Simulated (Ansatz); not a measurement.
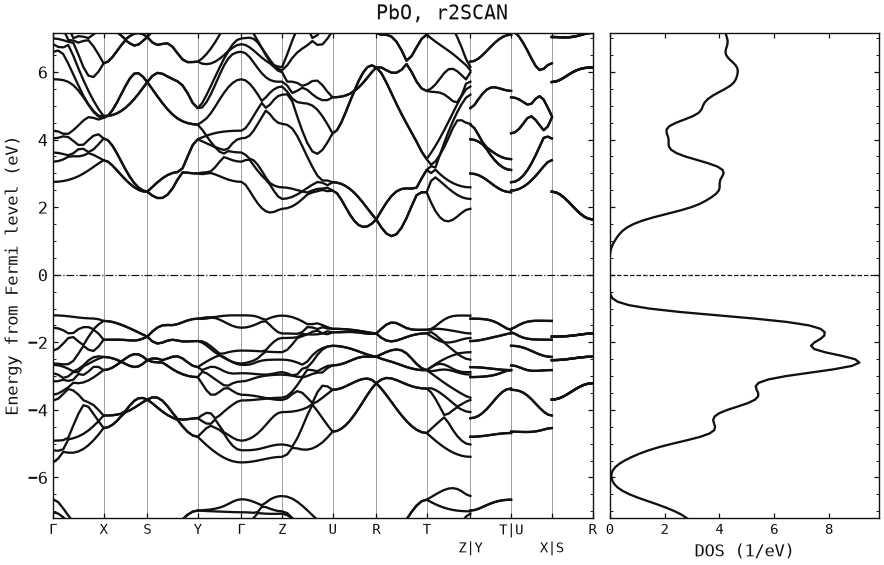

Band structure and density of states. Energies are counted from the Fermi level. The DOS curve is built from the levels of the k mesh with Gaussians 0.55 eV wide, which also blur the band edges; ripples of that width can come from the mesh.

System: PbO, space group Pbcm (No. 57), 8 atoms in the cell.

```cif
data_structure
_symmetry_space_group_name_H-M 'P 1'
_symmetry_Int_Tables_number 1
_cell_length_a 5.8760
_cell_length_b 5.4760
_cell_length_c 4.7430
_cell_angle_alpha 90.000
_cell_angle_beta 90.000
_cell_angle_gamma 90.000
_cell_volume 152.62
loop_
_atom_site_label
_atom_site_type_symbol
_atom_site_fract_x
_atom_site_fract_y
_atom_site_fract_z
_atom_site_occupancy
Pb1 Pb 0.76900 0.51400 0.25000 1
Pb2 Pb 0.23100 0.48600 0.75000 1
Pb3 Pb 0.76900 0.98600 0.75000 1
Pb4 Pb 0.23100 0.01400 0.25000 1
O1 O 0.13200 0.58200 0.25000 1
O2 O 0.86800 0.41800 0.75000 1
O3 O 0.13200 0.91800 0.75000 1
O4 O 0.86800 0.08200 0.25000 1
```

Level of theory: r2SCAN, Ansatz PAW, no spin polarisation, no spin-orbit coupling, 5×5×6 k mesh, 500 eV cutoff; code Ansatz 0.2.0.

### What does the band structure say about the gap?

The material is gapped. The gap along this path is 2.34 eV and indirect, from the valence-band top at Γ to the conduction-band bottom between R and T; the smallest direct gap is 2.56 eV, between R and T. At Z the top valence band lies only 0.01 eV lower.

### How many bands meet at the valence-band top?

The top valence level at Γ is a single band, not degenerate (spin aside).

Spin-orbit coupling is left out, which matters for Pb. The PAW data sets were made with another functional. In reduced coordinates of the cell that was run, X is (0, 0, −0.5), S is (0, −0.5, −0.5), Y is (0, −0.5, 0), Z is (−0.5, 0, 0), U is (−0.5, 0, −0.5), R is (−0.5, −0.5, −0.5) and T is (−0.5, −0.5, 0).
